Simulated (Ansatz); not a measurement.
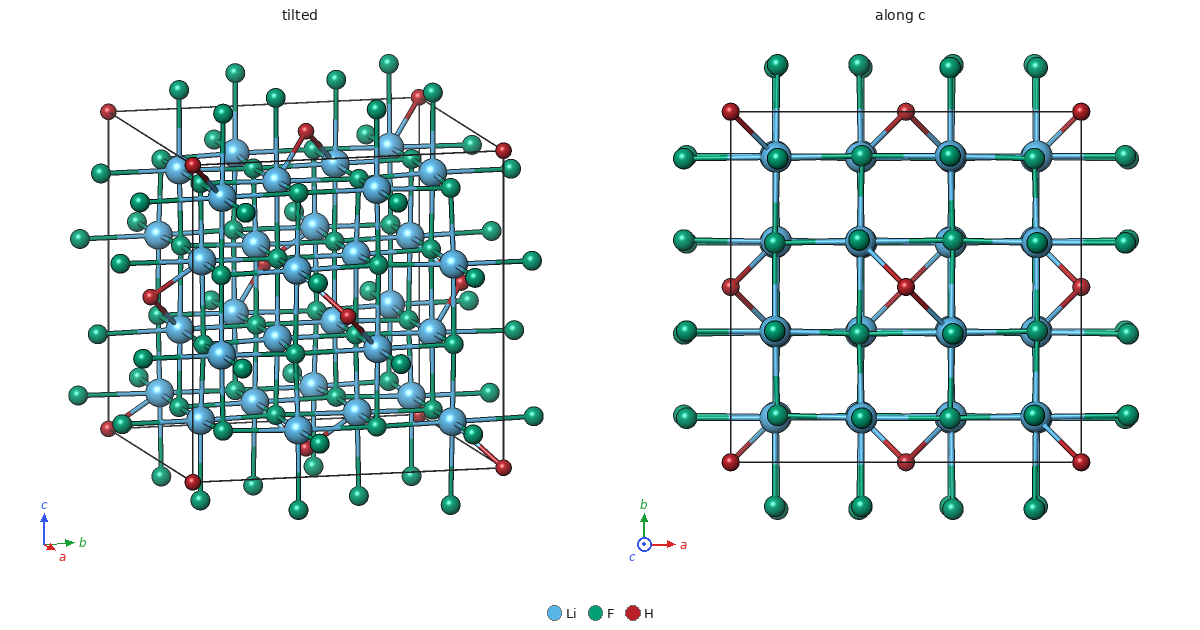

View slightly off an axis and along the c axis, drawn as a ball-and-stick model. The edges of the conventional unit cell are marked. A few atoms beyond the faces are included. Cell: a = 8.136 Å, b = 8.136 Å, c = 8.136 Å, α = 90.00°, β = 90.00°, γ = 90.00°.

- The formula is Li₈HF₈.
- The structure has F-43m (No. 216) symmetry and a face-centred cubic lattice.
- Counting shared atoms by their share gives 32 Li, 4 H, 32 F, or 68 atoms.
- Each F atom is coordinated by six Li in a distorted octahedral arrangement at about 2.0 to 2.1 Å. H bonds to four Li in a tetrahedral arrangement at about 1.8 Å. Li takes two kinds of site: 16e with six F and one H (about 2.0 to 2.1 Å to F, 1.8 Å to H); 16e with six F in an octahedral arrangement at about 2.0 to 2.1 Å.
- The bonds build a three-dimensional framework.

The structure comes from a structure listed in the Materials Project, repeated into a supercell with a point defect put in. The cell was then strained or its atoms displaced on purpose. A calculation with Ansatz used it as input.
